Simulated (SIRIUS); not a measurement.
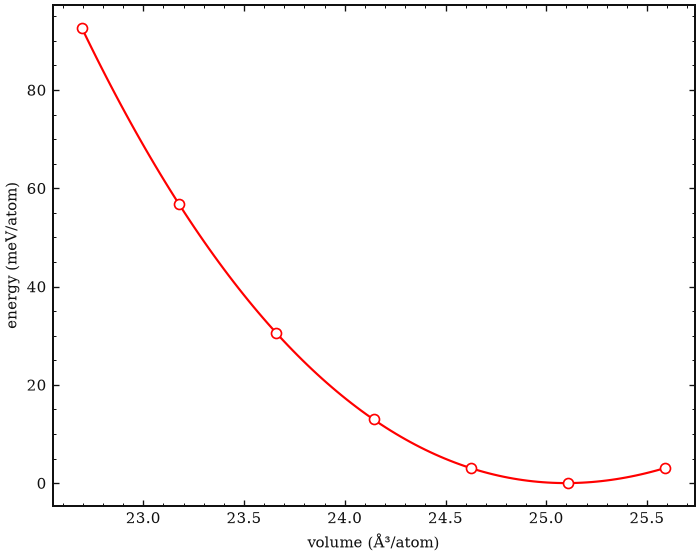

Plotted: energy against volume for Te₂Pt, space group P-3m1 (No. 164).

Structure:
```
CELL_PARAMETERS angstrom
4.01000 0.00000 0.00000
-2.00500 3.47276 0.00000
0.00000 0.00000 5.20100
ATOMIC_POSITIONS crystal
Pt 0.00000 0.00000 0.00000
Te 0.66667 0.33333 0.75000
Te 0.33333 0.66667 0.25000
```

Computed with SIRIUS 7.12.0: plane-wave DFT, no spin polarisation; energies at scaled volumes of the given cell, shape and fractions fixed, counted from the fit's minimum, third-order Birch-Murnaghan fit. Level: PBEsol.

- k mesh: 8×8×5
- occupations: Fermi–Dirac
- smearing width: 0.05 eV
- potentials: dojo sr pbesol 0.4.1 standard
- wave cutoff: 1152 eV
- density cutoff: 4606 eV

From this curve and the settings, what does the calculation give for the pressure at the same points?

The pressure falls from 13.62 GPa at volume 22.69 Å³/atom to −1.98 GPa at 25.59 Å³/atom, and changes sign near 25.09 Å³/atom.

| volume (Å³/atom) | pressure (GPa) |
| --- | --- |
| 22.69 | 13.62 |
| 23.18 | 10.22 |
| 23.66 | 7.19 |
| 24.14 | 4.49 |
| 24.63 | 2.08 |
| 25.11 | −0.07 |
| 25.59 | −1.98 |

Note: spin-orbit coupling left out, heavy elements; shape and atomic fractions are frozen while scaling, which makes layered, chain and framework solids too stiff.
